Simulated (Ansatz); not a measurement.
Input structure:

```yaml
crystal:
  lattice:
    - [2.51947, 0.00000, 0.00000]
    - [-1.25974, 2.18193, 0.00000]
    - [0.00000, 0.00000, 2.44600]
  atoms:
    - { symbol: N, position: [0.66667, 0.33333, 0.25000] }
    - { symbol: N, position: [0.33333, 0.66667, 0.75000] }
```

Give a crystallographic description of this input.

Answer. The element is nitrogen. Space group: P6_3/mmc (No. 194). Lattice: primitive hexagonal. The cell holds two atoms. Each N atom is coordinated by six N in a trigonal prismatic arrangement at 1.90 Å. The bonds build a three-dimensional framework.

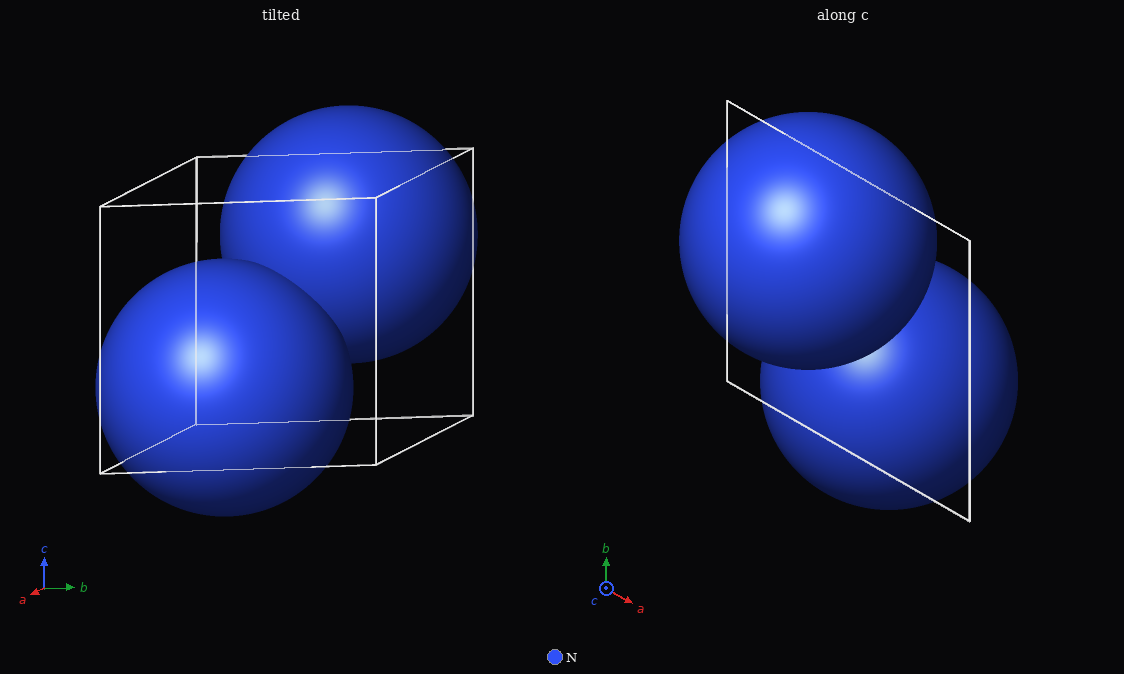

This space-filling model is shown slightly off an axis and along the c axis. The conventional unit cell is outlined; an atom on or near a face, edge or corner is repeated at each equivalent position.

The structure comes from a structure listed in the Materials Project. Earlier steps of the study may have refined or changed the cell and positions. It went into a calculation with Ansatz.

At this level of theory the cell isn't at rest (compressed, at 8 GPa), so its distances can differ from those at equilibrium, the more so the softer the solid.
